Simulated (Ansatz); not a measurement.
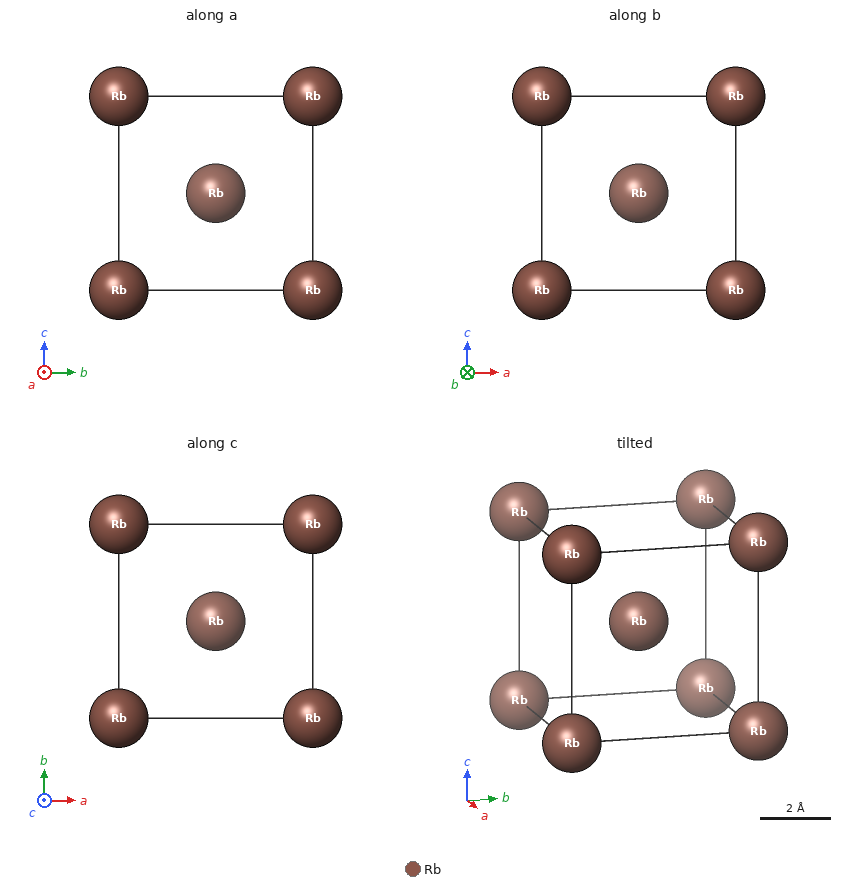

Structure drawing (spheres-only), viewed along the a axis, along the b axis, along the c axis and slightly off an axis. The frame is the conventional unit cell; atoms at its boundary are shown with their periodic copies.

Lattice parameters: a = 5.5974 Å, b = 5.5974 Å, c = 5.5974 Å, α = 90.000°, β = 90.000°, γ = 90.000°.

Q: Set out the cell and atoms as a CIF in P1 with every atom of the cell.

A:
```cif
data_structure
_symmetry_space_group_name_H-M 'P 1'
_symmetry_Int_Tables_number 1
_cell_length_a 5.5974
_cell_length_b 5.5974
_cell_length_c 5.5974
_cell_angle_alpha 90.000
_cell_angle_beta 90.000
_cell_angle_gamma 90.000
_cell_volume 175.38
loop_
_atom_site_label
_atom_site_type_symbol
_atom_site_fract_x
_atom_site_fract_y
_atom_site_fract_z
_atom_site_occupancy
Rb1 Rb 0.0000 0.0000 0.0000 1
Rb2 Rb 0.5000 0.5000 0.5000 1
```

The structure was taken from the standard structure of this element. The cell was then strained or its atoms displaced on purpose. It went into a calculation with Ansatz.
